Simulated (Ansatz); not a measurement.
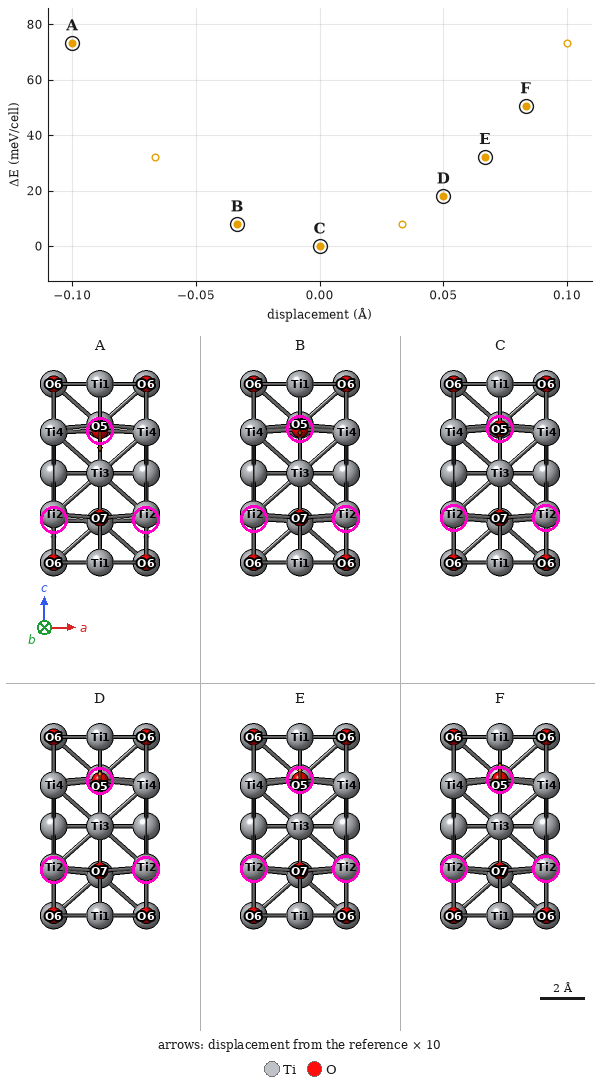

A crystal of Ti₄O₃ (I4/mmm): O5 (one in each cell of 7 atoms) is moved towards the nearest copy of atom 1 (Ti) at 2.051 Å, all else fixed. The lettered frames are marked on the plot. Hollow markers are points alike by symmetry, not computed again. The picture is a ball-and-stick view of the conventional cell (2 times the calculation's cell), seen along the b axis. The ringed atoms are those of the scanned coordinate. Orange arrows: displacements from the reference. Lengths and directions refer to the drawn axes.

Computed with Ansatz, DFT r2SCAN, scalar-relativistic, plane waves, PAW. Set-up: plane-wave cutoff 500 eV; k-point mesh 14 × 14 × 14; occupations gaussian; smearing width 0.15 eV; no spin polarisation. Energies (free energies at the smearing named) are counted from the relaxed crystal.

Q: Describe the profile.

A: Of the computed points the lowest is at the displacement 0.00 Å, 0.0 meV/cell. At the ends of the scan the energy is 73.3 meV/cell (−0.10 Å) and 73.3 meV/cell (0.10 Å). The curvature at zero is about 14 eV/Å². The well is symmetric. At the highest point the shortest interatomic distance is 1.95 Å, against 2.05 Å in the reference. The distortion takes the space group from I4/mmm to Imm2.
